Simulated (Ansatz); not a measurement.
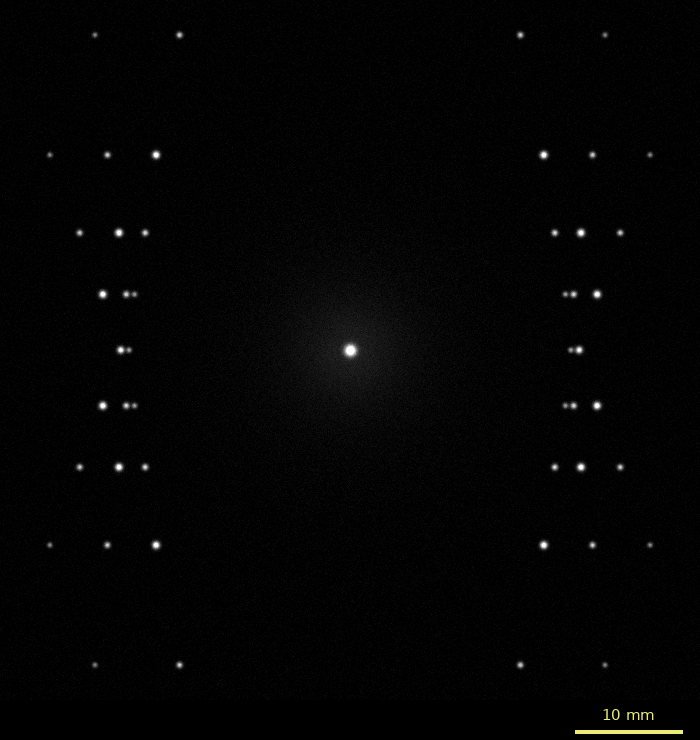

Simulated X-ray rotation photograph: Cu Kα radiation (λ = 1.5418 Å), cylindrical film of radius 28.65 mm unrolled, rotation axis vertical and normal to the beam, kinematic intensities without Lorentz or polarisation factors, the film spanning ±63° about the beam; spots down to d = 1.49 Å.

Measure the layer lines and find the identity period along the axis.

Answer. The first layer line lies 5.2 mm from the equator, so tan ν = 0.183, sin ν = 0.180 and the period is λ/sin ν = 8.58 Å. Further lines follow at 11.0, 18.4, 29.7 mm.

The crystal is Ni, space group P6_3/mmc (No. 194), a = 2.51 Å, c = 8.20 Å (hexagonal axes). Structure: the input geometry of an electronic-structure calculation (not necessarily at equilibrium); the starting structure was generated, so it need not be a known form of this composition.

About which axis was it rotated?

Answer. About [101] (or an equivalent direction), whose length in the conventional cell is 8.575 Å.
